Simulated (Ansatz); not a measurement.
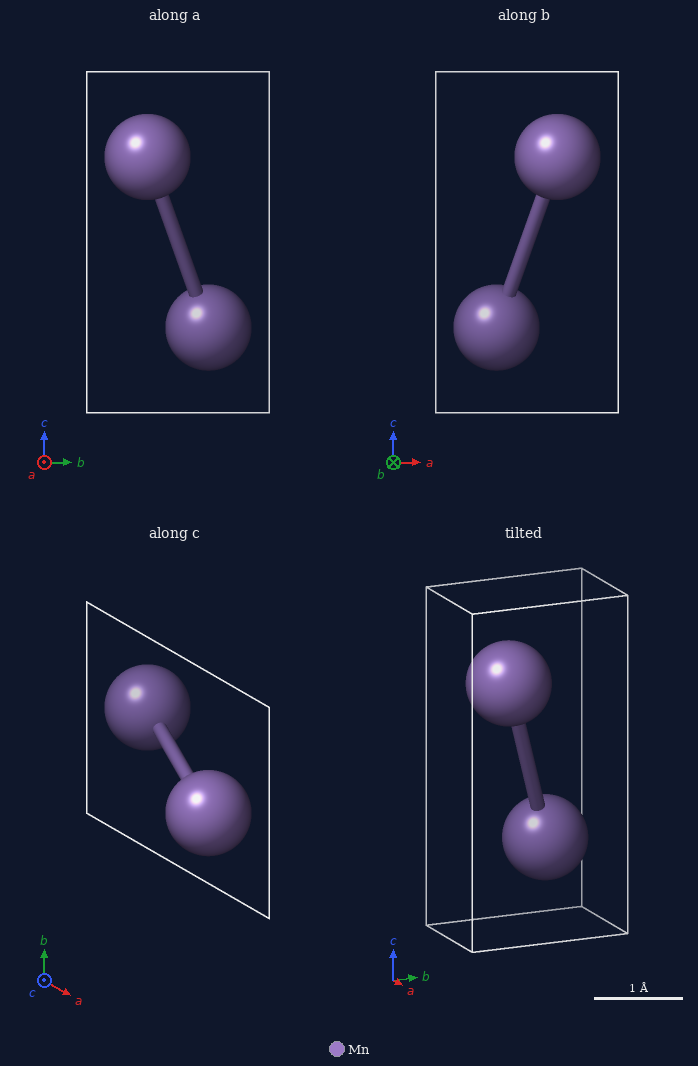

Drawn in the ball-and-stick manner and seen along the a axis, along the b axis, along the c axis and slightly off an axis. Lines trace the edges of the conventional unit cell.

Lattice parameters: a = 2.4154 Å, b = 2.4154 Å, c = 3.9034 Å, α = 90.000°, β = 90.000°, γ = 120.000°.

**From the views, write a CIF in P1 with every atom of the cell.**

```cif
data_structure
_symmetry_space_group_name_H-M 'P 1'
_symmetry_Int_Tables_number 1
_cell_length_a 2.4154
_cell_length_b 2.4154
_cell_length_c 3.9034
_cell_angle_alpha 90.000
_cell_angle_beta 90.000
_cell_angle_gamma 120.000
_cell_volume 19.72
loop_
_atom_site_label
_atom_site_type_symbol
_atom_site_fract_x
_atom_site_fract_y
_atom_site_fract_z
_atom_site_occupancy
Mn1 Mn 0.3333 0.6667 0.2500 1
Mn2 Mn 0.6667 0.3333 0.7500 1
```

The initial geometry was a structure type filled with this element by a generator (whether the element takes this form wasn't checked). Earlier steps of the study may have refined or changed the cell and positions. It was run through Ansatz as a DFT input.

At this level of theory the cell isn't at rest (compressed, at 28 GPa), so its distances can differ from those at equilibrium, the more so the softer the solid.
